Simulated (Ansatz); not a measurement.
# Geometry relaxation of Si (part 2 of 2)

The same run, continued: Si (slab, 6 atoms in the cell); DFT, r2SCAN, PAW with Ansatz's default frozen-core files, scalar-relativistic, no spin polarisation (Ansatz 0.2.0); cutoff 500 eV, 9×9×1 k-mesh, Fermi–Dirac smearing of 0.02 eV. It belongs to a series of runs on one base structure; here: atoms relaxed, PAW files.

Geometry of the input (Å; fractional positions):
```
3.8496  0.0000  0.0000
-1.9248  3.3339  0.0000
0.0000  0.0000  23.0722
Si 0.0000  0.0000  0.3467
Si 0.3333  0.6667  0.3808
Si 0.3333  0.6667  0.4830
Si 0.6667  0.3333  0.5170
Si 0.6667  0.3333  0.6192
Si 0.0000  0.0000  0.6533
```

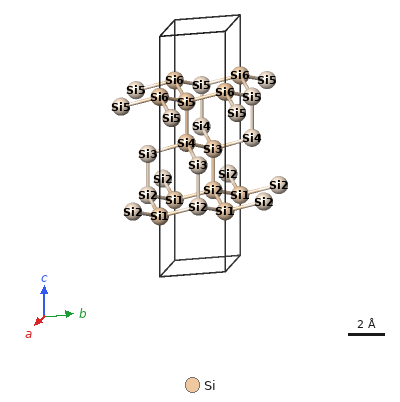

Figure 1. The geometry at step 2 of the log (ball-and-stick view of the cell of the calculation, with the vacuum cut short, seen slightly off an axis; neighbours outside the cell are drawn fainter; atoms are numbered from 1 in the order of the input).

**What the program printed, continued**
```
SCF iter   1: F=—  HF=-3831.716233 eV  |F-HF|=—  |Δ(HF+E_count)|=         —  Δρ=3.30e-4  dr2=3.23e-4  dr2_τ=2.50e-5  ethr=3.67e-5  p=-0.000 e·Å  D=-1.81e-9 V/Å  ΔV_dip=0.00 eV  dr2_dipole=1.88e-11  V_vac-E_F(+/−)=4.92/4.92 eV  ⟨swp⟩=3.3  Hψ=662  notcnv=0  defer=14
efield: sawtooth ramp at fractional position 0.9500 (handed on by an earlier solve), width 0.1000; the density the first Hamiltonian is built on has a dipole p = -0.000 e·Å; the dipole correction subtracts the counter field D = -1.81e-9 V/Å, which shifts the + side's vacuum level by +0.00 eV against the − side's; the planar-averaged density in the ramp window peaks in size at 2.7e-7 e/Å³
preconditioner: auto → LDOS  [metal: Δε(μ)=0.059 eV  Ē_g=7.879 eV  σ=0.020 eV  W_gap=0.47  n_scr=12 (ndim 8)  ℏωp=10.6 eV  f_vac=0.511  D(μ)=6.28/eV (n_scr^D=32)  β→1.0]
SCF iter   2: F=—  HF=-3831.716585 eV  |F-HF|=—  |Δ(HF+E_count)|=   3.52e-4  Δρ=7.42e-5  dr2=3.12e-5  dr2_τ=2.99e-7  ethr=1.35e-6  p=0.000 e·Å  D=1.22e-10 V/Å  ΔV_dip=-0.00 eV  dr2_dipole=8.04e-12  V_vac-E_F(+/−)=4.92/4.92 eV  ⟨swp⟩=2.0  Hψ=504  notcnv=0  defer=14
SCF iter   3: F=—  HF=-3831.716517 eV  |F-HF|=—  |Δ(HF+E_count)|=   6.78e-5  Δρ=2.30e-5  dr2=2.85e-6  dr2_τ=2.21e-8  ethr=1.30e-7  p=-0.000 e·Å  D=-1.54e-8 V/Å  ΔV_dip=0.00 eV  dr2_dipole=1.67e-11  V_vac-E_F(+/−)=4.93/4.93 eV  ⟨swp⟩=2.0  Hψ=329  notcnv=0  defer=14
SCF iter   4: F=—  HF=-3831.716518 eV  |F-HF|=—  |Δ(HF+E_count)|=   7.19e-7  Δρ=7.44e-6  dr2=5.30e-7  dr2_τ=9.18e-10  ethr=1.22e-9  p=-0.000 e·Å  D=-5.77e-8 V/Å  ΔV_dip=0.00 eV  dr2_dipole=9.42e-13  V_vac-E_F(+/−)=4.93/4.93 eV  ⟨swp⟩=12.5  Hψ=1342  notcnv=0
SCF iter   5: F=-3831.716518 eV  HF=-3831.716518 eV  |F-HF|=6.31e-9  |Δ(HF+E_count)|=   2.47e-8  Δρ=2.59e-6  dr2=7.95e-8  dr2_τ=1.77e-10  ethr=1.22e-9  p=-0.000 e·Å  D=-4.78e-8 V/Å  ΔV_dip=0.00 eV  dr2_dipole=1.19e-14  V_vac-E_F(+/−)=4.93/4.93 eV  ⟨swp⟩=5.9  Hψ=976  notcnv=0
SCF 4 converged in 5 iterations: F = -3831.716518 eV  dr2 = 7.95e-8
relax step   4: F+E_penalty+E_count = -3831.71651791 eV  Δ(F+E_penalty+E_count) = -4.582e-4 eV  max|allowed force component| = 1.550e-2 eV/Å  Δτ_max = 0.0091 Å  (5 SCF iters, dr2 threshold 2.92e-7 eV, accepted)
SCF iter   1: F=—  HF=-3831.716531 eV  |F-HF|=—  |Δ(HF+E_count)|=         —  Δρ=5.41e-5  dr2=8.24e-6  dr2_τ=6.43e-7  ethr=3.69e-7  p=-0.000 e·Å  D=-4.78e-8 V/Å  ΔV_dip=0.00 eV  dr2_dipole=1.21e-11  V_vac-E_F(+/−)=4.93/4.93 eV  ⟨swp⟩=2.4  Hψ=629  notcnv=0  defer=14
efield: sawtooth ramp at fractional position 0.9500 (handed on by an earlier solve), width 0.1000; the density the first Hamiltonian is built on has a dipole p = -0.000 e·Å; the dipole correction subtracts the counter field D = -4.78e-8 V/Å, which shifts the + side's vacuum level by +0.00 eV against the − side's; the planar-averaged density in the ramp window peaks in size at 2.6e-7 e/Å³
preconditioner: auto → LDOS  [metal: Δε(μ)=0.060 eV  Ē_g=7.878 eV  σ=0.020 eV  W_gap=0.47  n_scr=12 (ndim 8)  ℏωp=10.6 eV  f_vac=0.511  D(μ)=6.19/eV (n_scr^D=32)  β→1.0]
SCF iter   2: F=—  HF=-3831.716540 eV  |F-HF|=—  |Δ(HF+E_count)|=   8.34e-6  Δρ=1.08e-5  dr2=8.07e-7  dr2_τ=6.75e-9  ethr=3.43e-8  p=-0.000 e·Å  D=-1.07e-8 V/Å  ΔV_dip=0.00 eV  dr2_dipole=5.08e-13  V_vac-E_F(+/−)=4.93/4.93 eV  ⟨swp⟩=2.0  Hψ=429  notcnv=0  defer=14
SCF iter   3: F=-3831.716540 eV  HF=-3831.716540 eV  |F-HF|=2.08e-8  |Δ(HF+E_count)|=   3.59e-7  Δρ=3.32e-6  dr2=7.67e-8  dr2_τ=4.73e-10  ethr=4.17e-10  p=-0.000 e·Å  D=-7.88e-9 V/Å  ΔV_dip=0.00 eV  dr2_dipole=1.39e-14  V_vac-E_F(+/−)=4.93/4.93 eV  ⟨swp⟩=10.0  Hψ=1270  notcnv=0
SCF 5 converged in 3 iterations: F = -3831.716540 eV  dr2 = 7.67e-8
relax step   5: F+E_penalty+E_count = -3831.71654007 eV  Δ(F+E_penalty+E_count) = -2.216e-5 eV  max|allowed force component| = 7.010e-4 eV/Å  Δτ_max = 0.0014 Å  (3 SCF iters, accepted)
iter 1 solved again at ethr=3.21e-10 eV; its pass at ethr=3.10e-3 eV (dr2=7.70e-8 eV) is discarded
SCF iter   1: F=—  HF=-3831.716540 eV  |F-HF|=—  |Δ(HF+E_count)|=         —  Δρ=3.32e-6  dr2=7.67e-8  dr2_τ=4.73e-10  ethr=3.21e-10  p=-0.000 e·Å  D=-7.88e-9 V/Å  ΔV_dip=0.00 eV  dr2_dipole=6.58e-13  V_vac-E_F(+/−)=4.93/4.93 eV  ⟨swp⟩=1.0  Hψ=1377  notcnv=0
efield: sawtooth ramp at fractional position 0.9500 (kept from the solve that this one continues, or follows in the run), width 0.1000; the density the first Hamiltonian is built on has a dipole p = -0.000 e·Å; the dipole correction subtracts the counter field D = -7.88e-9 V/Å, which shifts the + side's vacuum level by +0.00 eV against the − side's; the planar-averaged density in the ramp window peaks in size at 2.7e-7 e/Å³
preconditioner: auto → LDOS  [metal: Δε(μ)=0.060 eV  Ē_g=7.878 eV  σ=0.020 eV  W_gap=0.47  n_scr=12 (ndim 8)  ℏωp=10.6 eV  f_vac=0.511  D(μ)=6.20/eV (n_scr^D=32)  β→1.0]
SCF iter   2: F=-3831.716540 eV  HF=-3831.716540 eV  |F-HF|=2.93e-8  |Δ(HF+E_count)|=   1.10e-8  Δρ=1.62e-6  dr2=4.17e-8  dr2_τ=1.08e-10  ethr=3.20e-10  p=0.000 e·Å  D=5.14e-9 V/Å  ΔV_dip=-0.00 eV  dr2_dipole=5.62e-13  V_vac-E_F(+/−)=4.93/4.93 eV  ⟨swp⟩=5.3  Hψ=867  notcnv=0
SCF 6 converged in 2 iterations: F = -3831.716540 eV  dr2 = 4.17e-8
```

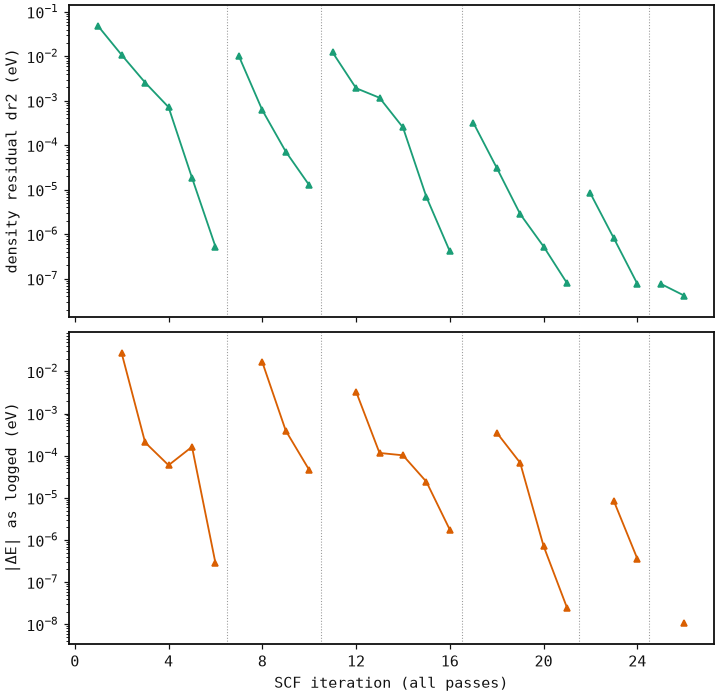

Figure 2. Convergence of the self-consistent field: density residual dr2 and size of the energy change against the SCF iteration. Dotted lines part the SCF passes that the log prints in full.

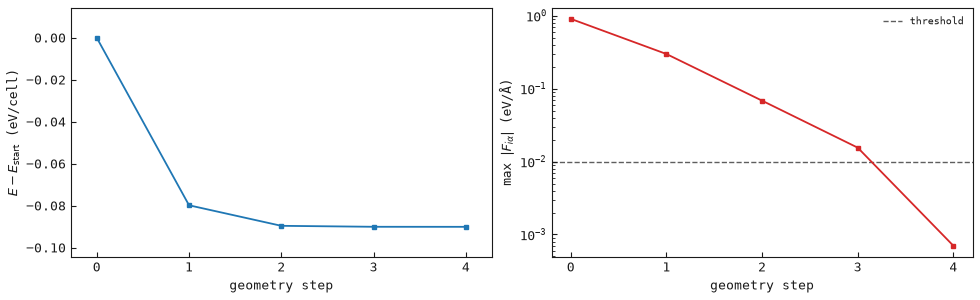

Figure 3. Progress of the relaxation, step by step (the first geometry is step 0 here and step 1 in the log).

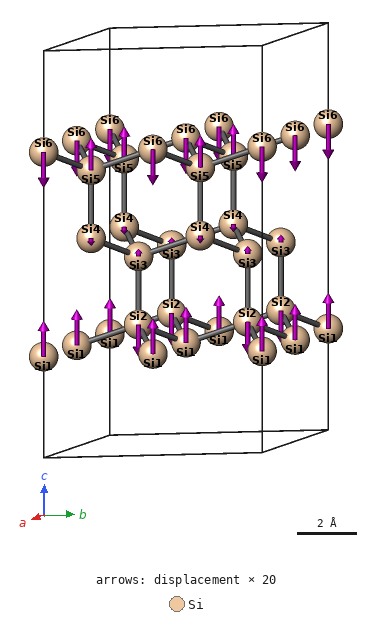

Figure 4. The starting structure with the displacements as pink arrows, magnified 20 times (ball-and-stick view of the 2 × 2 repeat of the cell, with the vacuum cut short, seen slightly off an axis). The largest moves, 0.062 Å, are those of Si1 and Si6. The cell stays as it was. Among the contacts that change: Si2–Si3 2.357 → 2.427 Å, Si1–Si2 2.357 → 2.320 Å, Si3–Si4 2.357 → 2.349 Å. Among the angles that change: Si1–Si2–Si3 109.5° → 106.7°, Si2–Si1–Si2 109.5° → 112.1°. After 4 geometry steps the energy has fallen by 90.1 meV per cell of the calculation. The largest force component goes from 0.91 to 0.0007 eV/Å. (Atoms are counted from 1 in the order of the input.)

```
SCF converged after 2 iterations
Free energy (F): -3831.716540 eV
Harris-Foulkes:  -3831.716540 eV  (|F-HF|=2.93e-8)
Internal energy: -3831.708706 eV  (E = F + TS)
E sigma→0 (E₀):  -3831.712623 eV
Entropy (-TS):   -0.007834 eV (-1.306 meV/atom)
Fermi energy:    -0.392267 eV
Dipole field:    D = -0.000001 V/Å  (p = -0.000001 e·Å, saw-weighted, corrected)
Work function:   Φ+ = 4.9273 eV   Φ− = 4.9273 eV
Levels:          The Fermi level and band energies are counted from a zero that moves with the ramp; work functions are not
--- Per-component energies (eV) ---
  E_band       = -133.396396
  E_kinetic    = 238.280410
  E_local      = -5820.739119  (includes V_loc(G=0)·N_el)
  E_nonlocal   = 150.422341
  E_hartree    = 2797.931566
  E_xc         = -306.223161
  E_vxc        = -295.022594  (∫ρ·V_xc dr)
  E_paw        = -3116.323566  (= ΣΔE_a)
  E_vpaw       = -14.204626  (= ΣTr[D̂ρ^β])
  E_aug_tail   = 0.000027  (compensation charges beyond the density's cutoff)
  E_vtau       = 12.015332  (kinetic-family band-sum trace: ∫τ·v_τ [+ j·A + Jᵃ·Aᵃ] dr)
  E_efield     = 0.000000  (sawtooth field / dipole correction)
  E_vefield    = 0.000000  (∫n·V_field dr)
  E_ewald      = 2225.401395
  E_core_change = -0.458598  (= ΣΔE_core)
  E_smearing   = -0.007834  (= −TS)
  E_closure    = 0.000000  (closes the sum)
  Σ components = -3831.716540   (vs F -3831.716540, Δ=0.00e0)
--- Forces (eV/Å), atoms counted from 1 ---
  atom   1  Si    -0.00000000    -0.00000000    -0.00039983
  atom   2  Si    -0.00000000     0.00000000     0.00070355
  atom   3  Si     0.00000000    -0.00000000     0.00025267
  atom   4  Si     0.00000000     0.00000000    -0.00025178
  atom   5  Si     0.00000000    -0.00000000    -0.00070386
  atom   6  Si     0.00000000     0.00000000     0.00039939
  max |Σ_I F_I| component: 1.36e-7 eV/Å
--- Stress (GPa, compression-positive) ---
       -0.123254       0.000000       0.000000
        0.000000      -0.123254       0.000000
        0.000000       0.000000      -0.000590
  P = ⅓ Tr σ = -0.0824 GPa (-0.824 kbar)
--- Band table (eV; the first three rows and the last of 12) ---
  k-point 0: bands = ["-12.7167", "-11.9807", "-11.0216", "-6.4804", "-4.1453", "-1.6832", "-1.6832", "-1.3295", "-1.3295", "-1.0234", "-0.8395", "-0.8395", "0.7043", "1.5148", "2.3763", "2.6647", "2.7321", "2.7321"]
  k-point 1: bands = ["-12.5658", "-11.8302", "-10.8703", "-6.4121", "-4.1187", "-2.7369", "-2.3004", "-2.0093", "-1.8526", "-1.5882", "-1.0335", "-0.8531", "0.6577", "2.0770", "2.4769", "2.6617", "3.0898", "3.2753"]
  k-point 2: bands = ["-12.1201", "-11.3867", "-10.4246", "-6.3852", "-4.7524", "-4.0679", "-3.7420", "-3.0835", "-2.5871", "-2.1091", "-1.4857", "-0.6079", "0.1523", "1.5579", "2.1246", "2.4640", "3.6769", "3.8753"]
  k-point 11: bands = ["-9.5196", "-9.5196", "-8.3179", "-8.2783", "-7.6190", "-7.6190", "-4.8340", "-4.8340", "-4.8020", "-2.9079", "-2.9079", "-0.8935", "-0.2336", "2.3709", "2.3709", "3.8536", "4.5498", "4.5498"]
--- Relaxed structure (5 steps of the walk, 5 accepted, 0 SCFs on fresh bases) ---
  F+E_penalty+E_count = -3831.71654007 eV   max|allowed force component| = 7.010e-4 eV/Å
  atoms:
    - { symbol: Si, position: [-3.735391805343025e-17, 2.397865498241081e-17, 0.34944273333349535] }
    - { symbol: Si, position: [0.33333333333333326, 0.6666666666666666, 0.37834732709730934] }
    - { symbol: Si, position: [0.33333333333333326, 0.6666666666666666, 0.48355837689992054] }
    - { symbol: Si, position: [0.6666666666666666, 0.3333333333333333, 0.5164416177371617] }
    - { symbol: Si, position: [0.6666666666666666, 0.3333333333333333, 0.6216526708788284] }
    - { symbol: Si, position: [-3.666095101760232e-17, 2.5364589054084672e-17, 0.6505572723532846] }
```

**Trajectory as extended XYZ (Å, eV, eV/Å), 5 frames, from step=1 to step=5**
```
6
Lattice="3.8496 0.0000 0.0000 -1.9248 3.3339 0.0000 0.0000 0.0000 23.0722" Properties=species:S:1:pos:R:3:forces:R:3 step=1 energy=-3831.62647
Si    0.0000    0.0000    8.0000    0.0000   0.0000   0.5973
Si    0.0000    2.2226    8.7858    0.0000   0.0000  -0.9052
Si    0.0000    2.2226   11.1432    0.0000   0.0000   0.4436
Si    1.9248    1.1113   11.9290    0.0000   0.0000  -0.4436
Si    1.9248    1.1113   14.2864    0.0000   0.0000   0.9053
Si    0.0000    0.0000   15.0722    0.0000   0.0000  -0.5974
6
Lattice="3.8496 0.0000 0.0000 -1.9248 3.3339 0.0000 0.0000 0.0000 23.0722" Properties=species:S:1:pos:R:3:forces:R:3 step=2 energy=-3831.70628
Si    0.0000    0.0000    8.0758    0.0000   0.0000   0.0905
Si    0.0000    2.2226    8.7670    0.0000   0.0000  -0.2983
Si    0.0000    2.2226   11.1535    0.0000   0.0000   0.1841
Si    1.9248    1.1113   11.9187    0.0000   0.0000  -0.1841
Si    1.9248    1.1113   14.3052    0.0000   0.0000   0.2982
Si    0.0000    0.0000   14.9963    0.0000   0.0000  -0.0904
6
Lattice="3.8496 0.0000 0.0000 -1.9248 3.3339 0.0000 0.0000 0.0000 23.0722" Properties=species:S:1:pos:R:3:forces:R:3 step=3 energy=-3831.71606
Si    0.0000    0.0000    8.0548    0.0000   0.0000   0.0161
Si    0.0000    2.2226    8.7243    0.0000   0.0000  -0.0048
Si    0.0000    2.2226   11.1512    0.0000   0.0000   0.0683
Si    1.9248    1.1113   11.9210    0.0000   0.0000  -0.0683
Si    1.9248    1.1113   14.3479    0.0000   0.0000   0.0048
Si    0.0000    0.0000   15.0174    0.0000   0.0000  -0.0161
6
Lattice="3.8496 0.0000 0.0000 -1.9248 3.3339 0.0000 0.0000 0.0000 23.0722" Properties=species:S:1:pos:R:3:forces:R:3 step=4 energy=-3831.71652
Si    0.0000    0.0000    8.0638    0.0000   0.0000  -0.0036
Si    0.0000    2.2226    8.7302    0.0000   0.0000   0.0024
Si    0.0000    2.2226   11.1580    0.0000   0.0000  -0.0155
Si    1.9248    1.1113   11.9142    0.0000   0.0000   0.0155
Si    1.9248    1.1113   14.3420    0.0000   0.0000  -0.0024
Si    0.0000    0.0000   15.0084    0.0000   0.0000   0.0036
6
Lattice="3.8496 0.0000 0.0000 -1.9248 3.3339 0.0000 0.0000 0.0000 23.0722" Properties=species:S:1:pos:R:3:forces:R:3 step=5 energy=-3831.71654
Si    0.0000    0.0000    8.0624    0.0000   0.0000  -0.0004
Si    0.0000    2.2226    8.7293    0.0000   0.0000   0.0007
Si    0.0000    2.2226   11.1568    0.0000   0.0000   0.0002
Si    1.9248    1.1113   11.9154    0.0000   0.0000  -0.0002
Si    1.9248    1.1113   14.3429    0.0000   0.0000  -0.0007
Si    0.0000    0.0000   15.0098    0.0000   0.0000   0.0004
```
